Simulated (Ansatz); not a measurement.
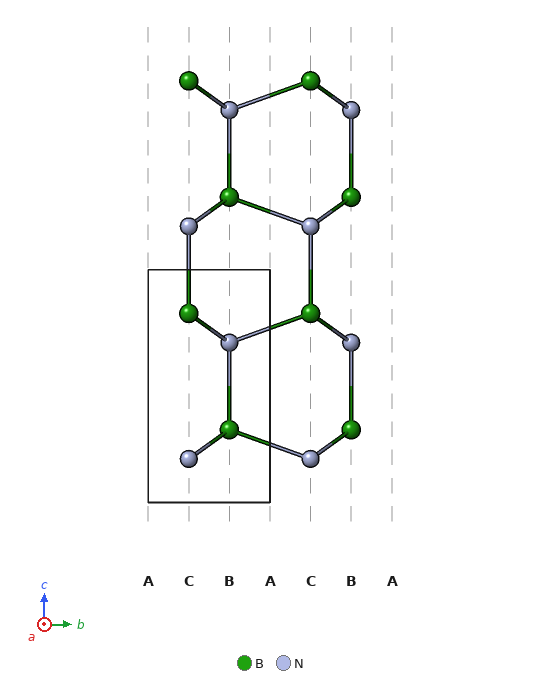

Projection along an edge of the hexagonal mesh, stacking direction c upwards. The dashed lines mark the three columns A (0, 0), B (1/3, 2/3) and C (2/3, 1/3). The sequence starts with the first layer at or above the cell's origin.

System BN; source of the atomic positions: the end point of a relaxation with DFT PBE, scalar-relativistic, plane waves, PAW in Ansatz; the starting structure was generated, so it need not be a known form of this composition.

Give the sequence of layers in one repeat, with element and column.

N(C) – B(B) – N(B) – B(C) (four layers in 4.22 Å).

How are the N layers alone stacked?

N layers alone: CB, the hexagonal close-packed type.

Which positions between or in the N layers do the other atoms fill?

B: two tetrahedral sites, counted in one hexagonal cell.

What short polytype symbol fits?

Polytype symbol 2H, the symbol of a tetrahedral polytype (number of double layers in the repeat and lattice).
